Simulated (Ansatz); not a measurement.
Input of the run:

```
crystal:
  lattice:
    - [3.8938964361, 0.0, 0.0]
    - [0.0, 5.5068011504, 0.0]
    - [0.0, 0.0, 24.7347410903]
  atoms:
    - { symbol: Al, position: [0.5, 0.5, 0.303217243] }
    - { symbol: P, position: [0.0, 0.25, 0.303217243] }
    - { symbol: Al, position: [0.0, 0.0, 0.3819303458] }
    - { symbol: P, position: [0.5, 0.75, 0.3819303458] }
    - { symbol: Al, position: [0.5, 0.5, 0.4606434486] }
    - { symbol: P, position: [0.0, 0.25, 0.4606434486] }
    - { symbol: Al, position: [0.0, 0.0, 0.5393565514] }
    - { symbol: P, position: [0.5, 0.75, 0.5393565514] }
    - { symbol: Al, position: [0.5, 0.5, 0.6180696542] }
    - { symbol: P, position: [0.0, 0.25, 0.6180696542] }
    - { symbol: Al, position: [0.0, 0.0, 0.696782757] }
    - { symbol: P, position: [0.5, 0.75, 0.696782757] }
basis:
  ecutwfc: 420
kpoints:
  mp_grid: { grid: [7, 5, 1] }
hamiltonian:
  xc: pbe
scf:
  occupations: { method: gaussian, width: 0.05 }
output:
  forces: true
  eigenvalues: true
  write_density: true
  write_potential: true
  elf: true
  volumetric_format: npy
relax:
  adjacent_minimum: "off"
  f_tol: 0.02
  max_steps: 60
efield:
  axis: 3
  dipole_correction: true
  ramp_width: 0.04
```

Launched with:
```bash
ansatz run input.yaml --threads 1 --pin off --max-ram 2560MiB --backend cpu --events-out ev --progress --plain --runs-dir out
```

What does the potential across the slab give for the band edges against vacuum?

From the vacuum level at the right face the ionisation potential is 5.73 eV and the electron affinity 4.41 eV; the left face gives the same. The slab's gap, their difference before rounding, is 1.32 eV. The two vacuum levels agree, so the slab has no net dipole along its normal. The outermost atoms are 10.1 Å apart, which leaves 14.6 Å of vacuum in a cell 24.7 Å high.

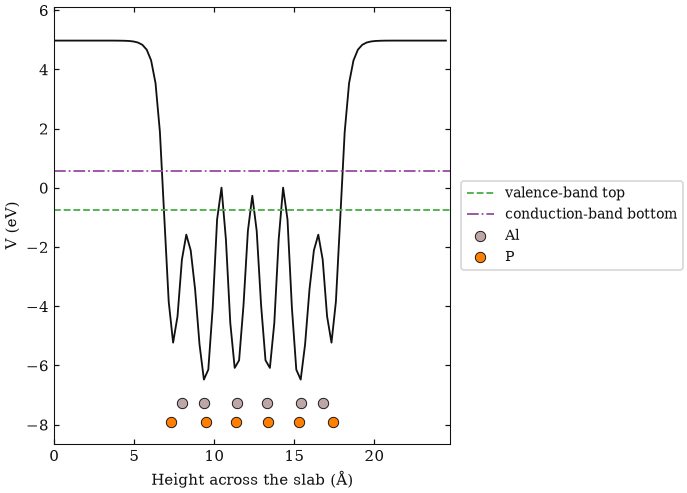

Plane-averaged electrostatic potential energy of an electron across the slab; circles at the bottom mark the heights of the atoms (positions after relaxation).
